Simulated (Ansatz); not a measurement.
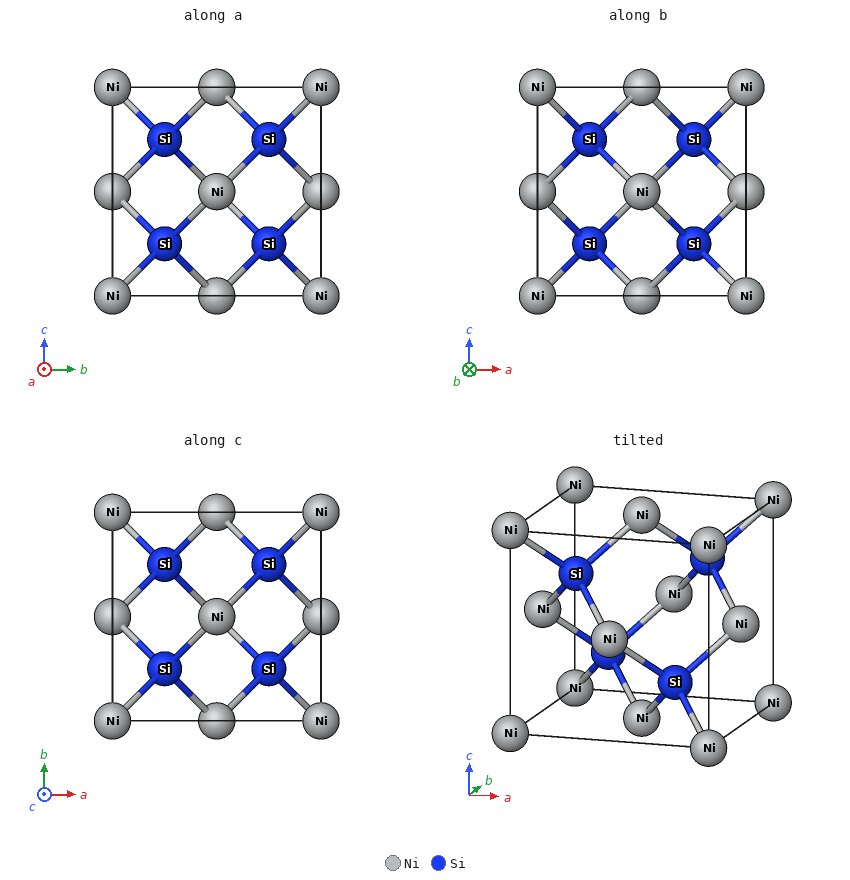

Structure drawing (ball-and-stick), viewed along the a axis, along the b axis, along the c axis and slightly off an axis. The conventional unit cell is outlined; an atom on or near a face, edge or corner is repeated at each equivalent position.

Lattice parameters: a = 5.1492 Å, b = 5.1492 Å, c = 5.1492 Å, α = 90.000°, β = 90.000°, γ = 90.000°.

Transcribe the picture into a CIF with its space group and independent sites.

```cif
data_structure
_symmetry_space_group_name_H-M 'F -4 3 m'
_symmetry_Int_Tables_number 216
_cell_length_a 5.1492
_cell_length_b 5.1492
_cell_length_c 5.1492
_cell_angle_alpha 90.000
_cell_angle_beta 90.000
_cell_angle_gamma 90.000
_cell_volume 136.53
loop_
_atom_site_label
_atom_site_type_symbol
_atom_site_symmetry_multiplicity
_atom_site_Wyckoff_symbol
_atom_site_fract_x
_atom_site_fract_y
_atom_site_fract_z
_atom_site_occupancy
Ni1 Ni 4 a 0.0000 0.0000 0.0000 1
Si1 Si 4 d 0.2500 0.2500 0.7500 1
```

It derives from a structure type filled with these elements by a generator (whether the compound takes this form wasn't checked). Earlier steps of the study may have refined or changed the cell and positions. It went into a calculation with Ansatz.
